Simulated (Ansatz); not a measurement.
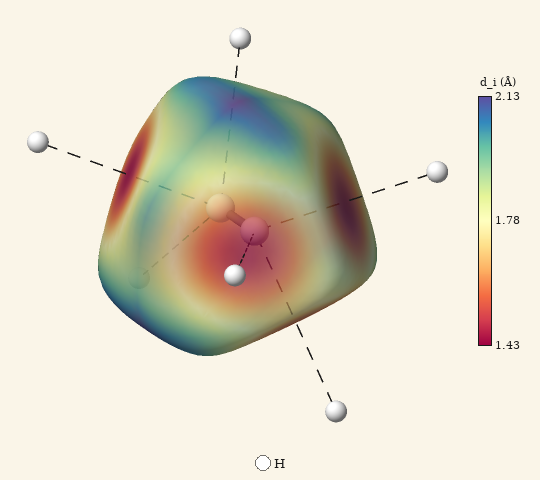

Hirshfeld surface computed for the H$_{2}$ molecule in H in space group P6_3/mmc, coloured by d_i. Dashed lines lead to the closest neighbours outside.

The surface is where the fragment's share of the procrystal density (the sum of the densities of spherically averaged neutral Hartree-Fock atoms) equals one half. d_i and d_e are the distances from the surface to the nearest nucleus inside and outside. Van der Waals radii (Alvarez): H 1.20 Å. X–H bonds are as in the structure, not normalised.

Origin of the cell: the end point of a relaxation with Ansatz, DFT PBE, scalar-relativistic, plane waves, PAW.

```
CELL_PARAMETERS angstrom
3.86816 0.00000 0.00000
-1.93408 3.34992 0.00000
0.00000 0.00000 5.08296
ATOMIC_POSITIONS crystal
H 0.33333 0.66667 0.17615
H 0.66667 0.33333 0.67615
H 0.66667 0.33333 0.82385
H 0.33333 0.66667 0.32385
```

### Which contact with the surroundings is the closest relative to the atoms' sizes?

H···H at 2.86 Å, 119 % of the sum of the van der Waals radii.

### How is the surface shared among contacts (both directions of a pair summed)?

H···H 100 %.

### Give the size and shape of the surface.

It encloses about 30.1 Å³, has an area of about 49 Å² and a globularity of 0.96 (1 for a sphere).
